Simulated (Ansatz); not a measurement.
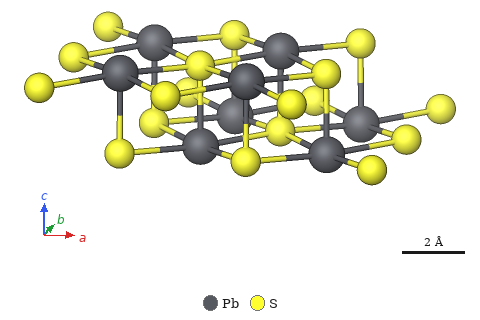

Starting frame of a dynamics run of a 16-atom cell of PbS (set up in Aem2). Style: ball-and-stick. Shown: the simulation cell, with the vacuum cut short, slightly off an axis. Bonds to atoms that aren't drawn are left out.

All numbers below come from DFT PBEsol, scalar-relativistic, plane waves, PAW (Ansatz 0.2.0).

Input
```yaml
crystal:
  lattice:
    - [0.0, -6.00875006, -6.01236158]
    - [0.0, -6.00875006, 6.01236158]
    - [-11.29827708, 0.0, 0.0]
  atoms:
    - { symbol: Pb, position: [0.371680985, 0.378319015, 0.3754186] }
    - { symbol: Pb, position: [0.371680985, 0.878319015, 0.3754186] }
    - { symbol: Pb, position: [0.871680985, 0.378319015, 0.3754186] }
    - { symbol: Pb, position: [0.871680985, 0.878319015, 0.3754186] }
    - { symbol: Pb, position: [0.121680985, 0.128319015, 0.6245814] }
    - { symbol: Pb, position: [0.121680985, 0.628319015, 0.6245814] }
    - { symbol: Pb, position: [0.621680985, 0.128319015, 0.6245814] }
    - { symbol: Pb, position: [0.621680985, 0.628319015, 0.6245814] }
    - { symbol: S, position: [0.117819015, 0.132180985, 0.38632475] }
    - { symbol: S, position: [0.117819015, 0.632180985, 0.38632475] }
    - { symbol: S, position: [0.617819015, 0.132180985, 0.38632475] }
    - { symbol: S, position: [0.617819015, 0.632180985, 0.38632475] }
    - { symbol: S, position: [0.367819015, 0.382180985, 0.61367525] }
    - { symbol: S, position: [0.367819015, 0.882180985, 0.61367525] }
    - { symbol: S, position: [0.867819015, 0.382180985, 0.61367525] }
    - { symbol: S, position: [0.867819015, 0.882180985, 0.61367525] }
basis:
  ecutwfc: 420
kpoints:
  mp_grid: { grid: [1, 1, 1], shift: [0.0, 0.0, 0.0] }
hamiltonian:
  xc: pbesol
scf:
  occupations: { method: fermi_dirac, width: 0.02 }
  lower_state_search: "off"
  convergence: { dr2_threshold: 1.0e-07 }
output:
  forces: true
  stress: true
md:
  timestep: 1.5
  n_steps: 72
  ensemble: nvt_langevin
  temperature: 200.0
  initial_velocities: maxwell_boltzmann
  seed: 54890
  friction: 0.05
```

Launched with:
```bash
ansatz run input.yaml --threads 4 --pin off --max-ram 5120MiB --backend cpu --events-out ev --progress --plain --runs-dir out
```

### What does the trajectory do?

The mean temperature in the second half is 186 K (standard deviation 29 K). The potential energy in the second half lies on average 57.2 meV per atom below the first frame. That a heated cell lies below the ordered start is most likely an artefact of the coarse k-point mesh. Root-mean-square distances from the starting positions over the second half, with the common drift of all atoms taken out: S 0.20 Å, Pb 0.08 Å. The run lasts only 108 fs, too short to tell vibration from diffusion.

Along the run (each row but the first and the last is the mean over the interval that it begins):

```csv
time (fs),potential energy (meV/atom),T (K),p (GPa)
0.0,0.0,188,-0.7
10.5,-21.2,295,-0.5
21.0,-39.0,347,-0.2
31.5,-50.3,242,0.2
42.0,-54.2,163,0.5
52.5,-55.4,164,0.7
63.0,-56.6,227,0.7
73.5,-58.5,204,0.6
84.0,-57.9,155,0.5
94.5,-57.3,180,0.4
105.0,-57.3,175,0.4
```

The paths of the atoms, magnified 2 times:

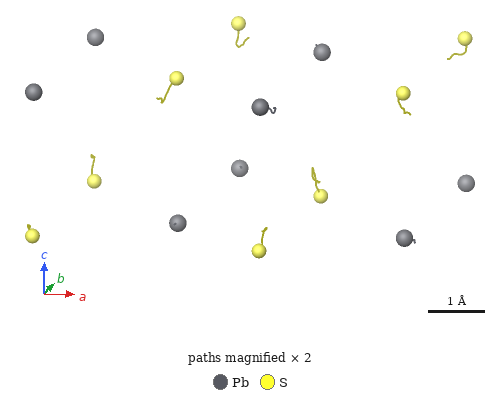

The run took roughly 7 core-minutes on a shared host.
